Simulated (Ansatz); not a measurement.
## What a change does: single-point calculation on Yb

System: Yb (1 atom in the cell).
Method of run 1: DFT, LDA (PW92), plane waves (420 eV) with PAW, scalar-relativistic, no spin polarisation (Ansatz 0.2.0).

Text and figures count atoms from 1; the logs count them from 0 in places.

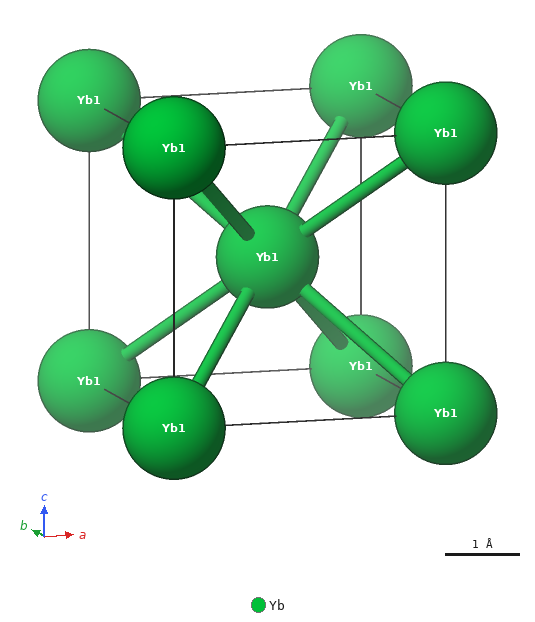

Fig. 1: The input geometry (ball-and-stick view of the cell 2 times as large as that of the calculation, set on its symmetry axes, seen slightly off an axis; atoms are numbered from 1 in the order of the input). Near neighbours in the crystal (not all of them lie inside the picture): Yb has 8 Yb at 3.36 Å.

### The input, run 1
```yaml
crystal:
  lattice:
    - [-1.9413498322, 1.9413498322, 1.9413498322]
    - [1.9413498322, -1.9413498322, 1.9413498322]
    - [1.9413498322, 1.9413498322, -1.9413498322]
  atoms:
    - { symbol: Yb, position: [0.0, 0.0, 0.0] }
hamiltonian:
  xc: lda
  pseudopotentials:
    kind: paw
    azcp:
      Yb: "pseudopotentials/Yb.paw.azcp"
basis:
  ecutwfc: 420
  fft_grid_basis: typed
kpoints:
  mp_grid: { grid: [13, 13, 13], shift: [0, 0, 0] }
magnetization:
  spin_polarized: false
scf:
  occupations: { method: fermi_dirac, width: 0.1 }
  lower_state_search: "off"
output:
  stress: true
```

Hardware: 2 threads of an Arm (aarch64) CPU, shared host.

### Output, shortened to warnings, some set-up lines, iterations and results (run 1)
```
Warning: [file] the record states the generating functional pbe (its physics header spells it `PBE`), which answers neither for hamiltonian.xc's functional nor for the lda family's — results may be inconsistent (PPs are generated against a specific XC)
Basis set: ecut = 420 eV, 603 PW (Γ)
Symmetry: 48 space group operations
k-points: 84 of 2197
Initial density: superposition of atomic densities (neutral atoms: chi_scale 0, normalization atom), corrected by the library's trained network
[...]
SCF iter   1: F=—  HF=-13560.749000 eV  |F-HF|=—  |Δ(HF+E_count)|=         —  Δρ=1.77e-2  dr2=6.86e-2  ethr=1.77e-3  ⟨swp⟩=5.4  Hψ=6878  notcnv=0
SCF iter   2: F=—  HF=-13560.739860 eV  |F-HF|=—  |Δ(HF+E_count)|=   9.14e-3  Δρ=6.35e-3  dr2=9.13e-3  ethr=2.86e-4  ⟨swp⟩=1.9  Hψ=2793  notcnv=0
SCF iter   3: F=—  HF=-13560.739293 eV  |F-HF|=—  |Δ(HF+E_count)|=   5.67e-4  Δρ=2.01e-3  dr2=1.23e-3  ethr=3.80e-5  ⟨swp⟩=1.3  Hψ=1408  notcnv=0
SCF iter   4: F=—  HF=-13560.739065 eV  |F-HF|=—  |Δ(HF+E_count)|=   2.28e-4  Δρ=3.85e-4  dr2=6.39e-5  ethr=5.14e-6  ⟨swp⟩=2.5  Hψ=2263  notcnv=0
SCF iter   5: F=—  HF=-13560.739087 eV  |F-HF|=—  |Δ(HF+E_count)|=   2.15e-5  Δρ=9.70e-5  dr2=2.97e-6  ethr=2.66e-7  ⟨swp⟩=2.0  Hψ=2208  notcnv=0
SCF iter   6: F=—  HF=-13560.739086 eV  |F-HF|=—  |Δ(HF+E_count)|=   1.18e-6  Δρ=2.94e-5  dr2=2.00e-7  ethr=1.24e-8  ⟨swp⟩=2.1  Hψ=2445  notcnv=0
SCF iter   7: F=—  HF=-13560.739085 eV  |F-HF|=—  |Δ(HF+E_count)|=   3.47e-7  Δρ=7.14e-6  dr2=9.78e-9  ethr=4.17e-10  ⟨swp⟩=5.7  Hψ=6164  notcnv=0
SCF iter   8: F=-13560.739085 eV  HF=-13560.739085 eV  |F-HF|=3.67e-10  |Δ(HF+E_count)|=   2.94e-8  Δρ=2.78e-6  dr2=1.53e-9  ethr=4.07e-11  ⟨swp⟩=4.9  Hψ=5378  notcnv=0
SCF 1 converged in 8 iterations: F = -13560.739085 eV  dr2 = 1.53e-9
SCF converged after 8 iterations
Free energy (F): -13560.739085 eV
Harris-Foulkes:  -13560.739085 eV  (|F-HF|=3.67e-10)
Internal energy: -13560.672437 eV  (E = F + TS)
E sigma→0 (E₀):  -13560.705761 eV
Entropy (-TS):   -0.066648 eV (-66.648 meV/atom)
Fermi energy:    13.080722 eV
--- Per-component energies (eV) ---
  E_band       = 56.235734
  E_kinetic    = 359.099454
  E_local      = -5849.653255  (includes V_loc(G=0)·N_el)
  E_nonlocal   = 554.176563
  E_hartree    = 2541.158177
  E_xc         = -163.350784
  E_vxc        = -204.854443  (∫ρ·V_xc dr)
  E_paw        = -7117.233872  (= ΣΔE_a)
  E_vpaw       = 115.154110  (= ΣTr[D̂ρ^β])
  E_aug_tail   = 0.000002  (compensation charges beyond the density's cutoff)
  E_ewald      = -3887.052487
  E_core_change = 2.183765  (= ΣΔE_core)
  E_smearing   = -0.066648  (= −TS)
  E_closure    = -0.000000  (closes the sum)
  Σ components = -13560.739085   (vs F -13560.739085, Δ=0.00e0)
--- Stress (GPa, compression-positive) ---
       -0.012563       0.000000      -0.000000
        0.000000      -0.012563      -0.000000
        0.000000       0.000000      -0.012563
  P = ⅓ Tr σ = -0.0126 GPa (-0.126 kbar)
```

For run 2 the input was changed thus:
```diff
-    - [-1.9413498322, 1.9413498322, 1.9413498322]
-    - [1.9413498322, -1.9413498322, 1.9413498322]
-    - [1.9413498322, 1.9413498322, -1.9413498322]
+    - [-1.8603644271, 1.8603644271, 1.8603644271]
+    - [1.8603644271, -1.8603644271, 1.8603644271]
+    - [1.8603644271, 1.8603644271, -1.8603644271]
```

Predict how the results change.

With the same functional and potentials, run 2 lies 43.5 meV per atom higher. The pressure goes from −0.01 to 4.40 GPa. The volume per atom goes from 29.27 to 25.75 Å³. The number of SCF iterations is the same. The plane waves at Γ go from 603 to 531.

### Output, shortened to warnings, some set-up lines, iterations and results (run 2)
```
Warning: [file] the record states the generating functional pbe (its physics header spells it `PBE`), which answers neither for hamiltonian.xc's functional nor for the lda family's — results may be inconsistent (PPs are generated against a specific XC)
Basis set: ecut = 420 eV, 531 PW (Γ)
Symmetry: 48 space group operations
k-points: 84 of 2197
Initial density: superposition of atomic densities (neutral atoms: chi_scale 0, normalization atom), corrected by the library's trained network
[...]
SCF iter   1: F=—  HF=-13560.702722 eV  |F-HF|=—  |Δ(HF+E_count)|=         —  Δρ=1.54e-2  dr2=4.19e-2  ethr=1.77e-3  ⟨swp⟩=5.8  Hψ=7319  notcnv=0
SCF iter   2: F=—  HF=-13560.696148 eV  |F-HF|=—  |Δ(HF+E_count)|=   6.57e-3  Δρ=6.02e-3  dr2=6.35e-3  ethr=1.75e-4  ⟨swp⟩=1.9  Hψ=2710  notcnv=0
SCF iter   3: F=—  HF=-13560.695692 eV  |F-HF|=—  |Δ(HF+E_count)|=   4.56e-4  Δρ=1.19e-3  dr2=3.46e-4  ethr=2.65e-5  ⟨swp⟩=2.2  Hψ=1961  notcnv=0
SCF iter   4: F=—  HF=-13560.695608 eV  |F-HF|=—  |Δ(HF+E_count)|=   8.42e-5  Δρ=4.54e-4  dr2=7.48e-5  ethr=1.44e-6  ⟨swp⟩=2.2  Hψ=2217  notcnv=0
SCF iter   5: F=—  HF=-13560.695619 eV  |F-HF|=—  |Δ(HF+E_count)|=   1.12e-5  Δρ=2.36e-4  dr2=8.26e-6  ethr=3.12e-7  ⟨swp⟩=2.4  Hψ=2070  notcnv=0
SCF iter   6: F=—  HF=-13560.695619 eV  |F-HF|=—  |Δ(HF+E_count)|=   6.23e-7  Δρ=4.83e-5  dr2=4.45e-7  ethr=3.44e-8  ⟨swp⟩=2.6  Hψ=2107  notcnv=0
SCF iter   7: F=—  HF=-13560.695619 eV  |F-HF|=—  |Δ(HF+E_count)|=   6.51e-8  Δρ=8.38e-6  dr2=1.51e-8  ethr=4.17e-10  ⟨swp⟩=6.2  Hψ=6498  notcnv=0
SCF iter   8: F=-13560.695619 eV  HF=-13560.695619 eV  |F-HF|=4.26e-10  |Δ(HF+E_count)|=   1.25e-8  Δρ=1.39e-6  dr2=3.53e-10  ethr=6.31e-11  ⟨swp⟩=5.1  Hψ=5423  notcnv=0
SCF 1 converged in 8 iterations: F = -13560.695619 eV  dr2 = 3.53e-10
SCF converged after 8 iterations
Free energy (F): -13560.695619 eV
Harris-Foulkes:  -13560.695619 eV  (|F-HF|=4.26e-10)
Internal energy: -13560.634349 eV  (E = F + TS)
E sigma→0 (E₀):  -13560.664984 eV
Entropy (-TS):   -0.061269 eV (-61.269 meV/atom)
Fermi energy:    15.062771 eV
--- Per-component energies (eV) ---
  E_band       = 104.039093
  E_kinetic    = 363.014086
  E_local      = -5558.936068  (includes V_loc(G=0)·N_el)
  E_nonlocal   = 550.462077
  E_hartree    = 2419.380528
  E_xc         = -165.052153
  E_vxc        = -207.076411  (∫ρ·V_xc dr)
  E_paw        = -7115.422887  (= ΣΔE_a)
  E_vpaw       = 117.813317  (= ΣTr[D̂ρ^β])
  E_aug_tail   = 0.000002  (compensation charges beyond the density's cutoff)
  E_ewald      = -4056.263700
  E_core_change = 2.183765  (= ΣΔE_core)
  E_smearing   = -0.061269  (= −TS)
  E_closure    = 0.000000  (closes the sum)
  Σ components = -13560.695619   (vs F -13560.695619, Δ=0.00e0)
--- Stress (GPa, compression-positive) ---
        4.397852      -0.000000      -0.000000
        0.000000       4.397852      -0.000000
       -0.000000       0.000000       4.397852
  P = ⅓ Tr σ = 4.3979 GPa (43.979 kbar)
```

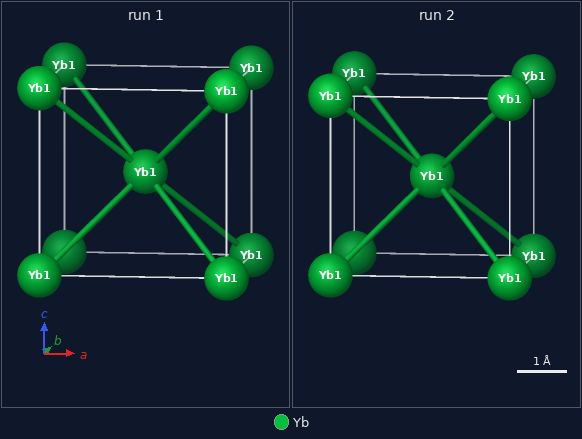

Fig. 2: The two input geometries at one scale (ball-and-stick view of the cell 2 times as large as that of the calculation, set on its symmetry axes, seen at an oblique angle). No atom moves by more than 0.005 Å relative to the cell. The drawn cell changes as follows: a = b = c 3.883 → 3.721 Å (−4.2 %); the volume changes by −12.0 %. Among the contacts that change: Yb1–Yb1 3.363 → 3.222 Å.

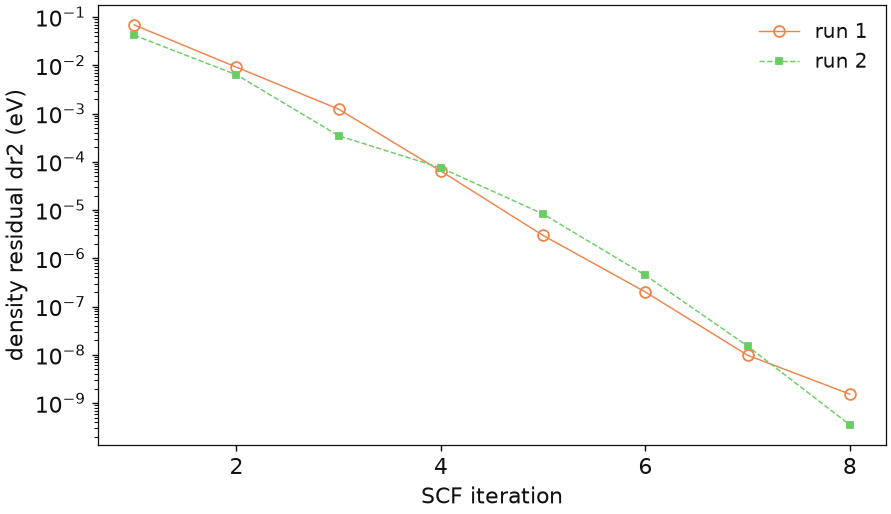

Fig. 3: Convergence of the two runs: density residual dr2 against the SCF iteration. Run 1 takes 8 iterations in all, and run 2 takes 8.

### The two runs side by side

| quantity | run 1 | run 2 |
| --- | --- | --- |
| outcome | converged | converged |
| free energy per atom (eV) | −13560.7391 | −13560.6956 |
| energy per atom, smearing taken to zero (eV) | −13560.7058 | −13560.6650 |
| pressure (GPa) | −0.01 | 4.40 |
| volume per atom (Å³) | 29.27 | 25.75 |
| SCF iterations | 8 | 8 |
| irreducible k-points | 84 | 84 |
| plane waves at Γ | 603 | 531 |
| wall time (shared host) | 1.1 s | 1.1 s |

For both runs: Warnings: the PAW datasets were made with another functional.
